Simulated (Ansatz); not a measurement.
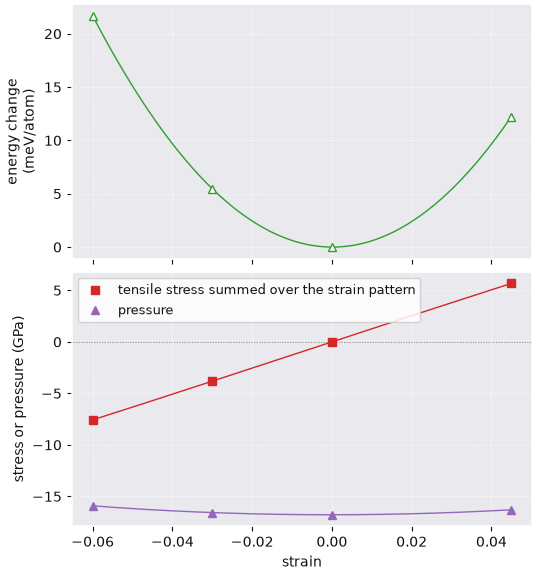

The plot gives the computed energy change, tensile stress summed over the strain pattern and pressure against strain for W, space group Im-3m (No. 229).

Cell as given: a = 2.767 Å, b = 2.767 Å, c = 2.767 Å, α = 109.47°, β = 109.47°, γ = 109.47°; 1 atom.

How it was computed, with Ansatz 0.2.0: homogeneous strain of a crystal along one Voigt pattern with engineering shear, fractional coordinates fixed, by plane-wave density functional theory with PAW datasets, free energies less that of the undisturbed cell, pressure positive in compression; scalar-relativistic. Level: LDA, no spin polarisation.

```csv
setting,value
wave cutoff,420 eV
k mesh,20×20×20
occupations,Gaussian
smearing width,0.15 eV
k shift,"(0, 0, 0) (mesh steps)"
start,as given
strain pattern,"(0, 0, 0, 0, 1, 0) (xx yy zz yz xz xy with engineering shear)"
```

Give the values behind the plot as a table.

```tsv
strain	energy change (meV/atom)	tensile stress summed over the strain pattern (GPa)	pressure (GPa)
-0.060	21.69	-7.6	-15.915
-0.030	5.47	-3.8	-16.569
0.000	0.00	0.0	-16.781
0.045	12.24	5.7	-16.299
```

Keep in mind: reference crystal is not relaxed.
